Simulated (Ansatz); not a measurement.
```yaml
crystal:
  lattice:
    - [-2.56727, 4.44664, 0.00000]
    - [5.13454, 0.00000, 0.00000]
    - [0.00000, 0.00000, -13.82521]
  atoms:
    - { symbol: Li, position: [0.00000, 0.00000, 0.71826] }
    - { symbol: Li, position: [0.33333, 0.66667, 0.38493] }
    - { symbol: Li, position: [0.66667, 0.33333, 0.05160] }
    - { symbol: Li, position: [0.33333, 0.66667, 0.88493] }
    - { symbol: Li, position: [0.66667, 0.33333, 0.55160] }
    - { symbol: Li, position: [0.00000, 0.00000, 0.21826] }
    - { symbol: Nb, position: [0.33333, 0.66667, 0.66733] }
    - { symbol: Nb, position: [0.66667, 0.33333, 0.33400] }
    - { symbol: Nb, position: [0.00000, 0.00000, 0.00067] }
    - { symbol: Nb, position: [0.66667, 0.33333, 0.83400] }
    - { symbol: Nb, position: [0.00000, 0.00000, 0.50067] }
    - { symbol: Nb, position: [0.33333, 0.66667, 0.16733] }
    - { symbol: O, position: [0.34404, 0.04671, 0.93642] }
    - { symbol: O, position: [0.67737, 0.71338, 0.60308] }
    - { symbol: O, position: [0.01070, 0.38005, 0.26975] }
    - { symbol: O, position: [0.70268, 0.65596, 0.93642] }
    - { symbol: O, position: [0.03601, 0.32263, 0.60308] }
    - { symbol: O, position: [0.36935, 0.98930, 0.26975] }
    - { symbol: O, position: [0.95329, 0.29732, 0.93642] }
    - { symbol: O, position: [0.28662, 0.96399, 0.60308] }
    - { symbol: O, position: [0.61995, 0.63065, 0.26975] }
    - { symbol: O, position: [0.61995, 0.98930, 0.76975] }
    - { symbol: O, position: [0.95329, 0.65596, 0.43642] }
    - { symbol: O, position: [0.28662, 0.32263, 0.10308] }
    - { symbol: O, position: [0.01070, 0.63065, 0.76975] }
    - { symbol: O, position: [0.34404, 0.29732, 0.43642] }
    - { symbol: O, position: [0.67737, 0.96399, 0.10308] }
    - { symbol: O, position: [0.36935, 0.38005, 0.76975] }
    - { symbol: O, position: [0.70268, 0.04671, 0.43642] }
    - { symbol: O, position: [0.03601, 0.71338, 0.10308] }
```

Space group R3c.

Level of theory: DFT PBEsol, scalar-relativistic, plane waves, PAW (Ansatz).

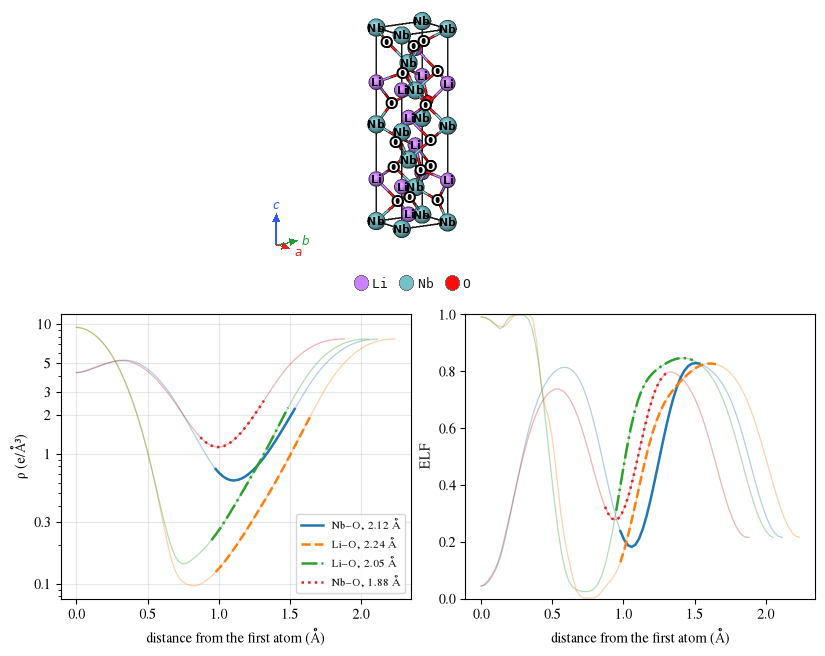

LiNbO3. Valence pseudo-density and ELF along straight lines between neighbouring atoms. Thin, pale parts lie inside the atomic spheres. The structure is drawn too.

In a PAW calculation such maps are meaningful between the atoms, not at the nuclei.

Compare the contacts.

Answer. Nb–O (2.12 Å): ρ at the midpoint is about 0.64 e/Å³; the ELF peaks at about 0.85 in the valence shell of O, 0.6 Å from its nucleus, and drops to about 0.20 between the two atoms; no localised pair shows between them.
Li–O (2.24 Å): ρ is about 0.19 e/Å³ halfway; the ELF peaks at about 0.85 in the valence shell of O, 0.6 Å from its nucleus, and falls to about 0 next to Li (a closed-shell, largely ionic contact).
Li–O (2.05 Å): ρ is about 0.28 e/Å³ halfway; the ELF peaks at about 0.85 in the valence shell of O, 0.6 Å from its nucleus, and falls to about 0 next to Li: a closed-shell, largely ionic contact.
Nb–O (1.88 Å): ρ is about 1.2 e/Å³ halfway; the ELF peaks at about 0.80 in the valence shell of O, 0.5 Å from its nucleus, and drops to about 0.30 between the two atoms (no localised pair shows between them).
